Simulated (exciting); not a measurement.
Two BSE runs for the Si K edge of SiC (Moissanite 3C), space group F-43m. Run A: exciting, all-electron LAPW+lo, PBE, exchange and screened direct term (singlet BSE), 6×6×6 shifted k points, 11 conduction bands, |G+q| up to 3 bohr⁻¹, full RPA screening with nempty = 29, Lorentzian half width 0.45 eV. Run B has a fault in its input.

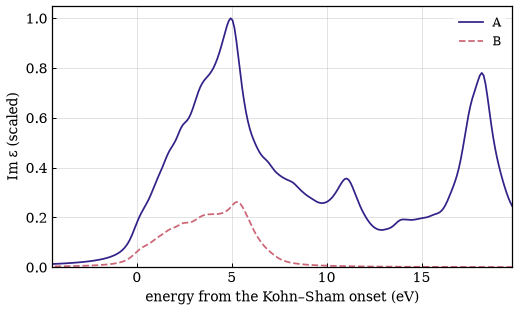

Energy from the Kohn–Sham onset, core level to the lowest empty state found on the meshes used; one zero for both, scaled to A's maximum.

**Question.** What most likely went wrong in run B?

Far too few conduction bands in the BSE (conduction bands from 11 to 2). Against run A the r.m.s. difference is 83 %. The highest maximum lies at 5.2 eV (0.26), against 4.9 eV (1.00). Transitions to the missing bands are absent and can't mix into the lines that are left. Other settings could leave a like mark; this is the change that was made.

[Hosts, paths, dates, database ids (printed as entryN), source tags and the programs' standing remarks are cut or masked in the printed files.]
